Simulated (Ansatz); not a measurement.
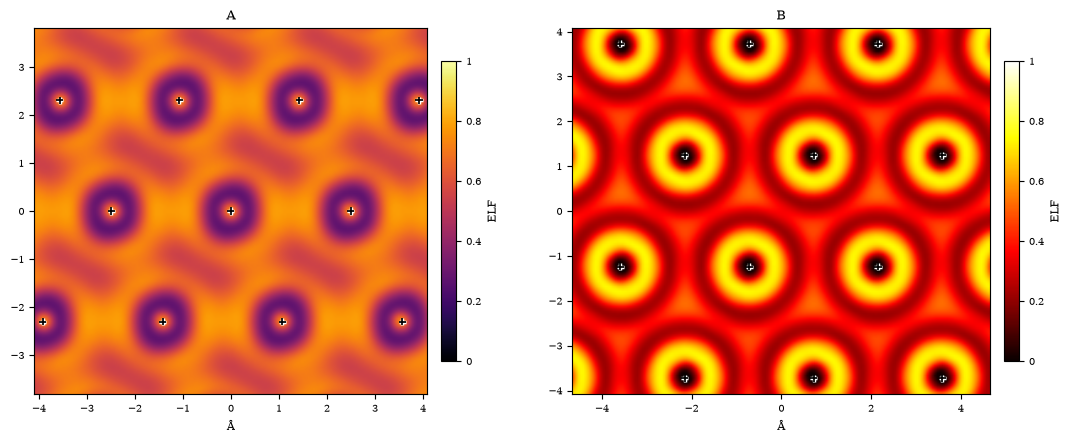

The electron localisation function of 2 systems, each on a plane through atoms (crosses mark nuclei in the plane).

All numbers below come from DFT r2SCAN, scalar-relativistic, plane waves, PAW (Ansatz).

System 1: Si, the (001) plane of the conventional cell. Space group P-1; a structure from a database of computed crystals, not necessarily the ambient phase.

```
CELL_PARAMETERS angstrom
-2.49240 -0.09518 -0.06726
1.16377 -2.25276 -0.20683
0.12760 0.52676 5.19513
ATOMIC_POSITIONS crystal
Si 0.99716 0.99716 0.75123
Si 0.00284 0.00284 0.24877
```

System 2: W, the (001) plane of the conventional cell. Space group P-3m1; computed pressure about −14 GPa in this cell.

**Match each panel to its system.**

Panel A is system 1, Si: the plane holds Si. Si–Si (2.50 Å): the ELF peaks at about 0.80 between the atoms. Panel B is system 2, W: the plane holds W. W–W (2.87 Å): the ELF is about 0.35 at the midpoint.
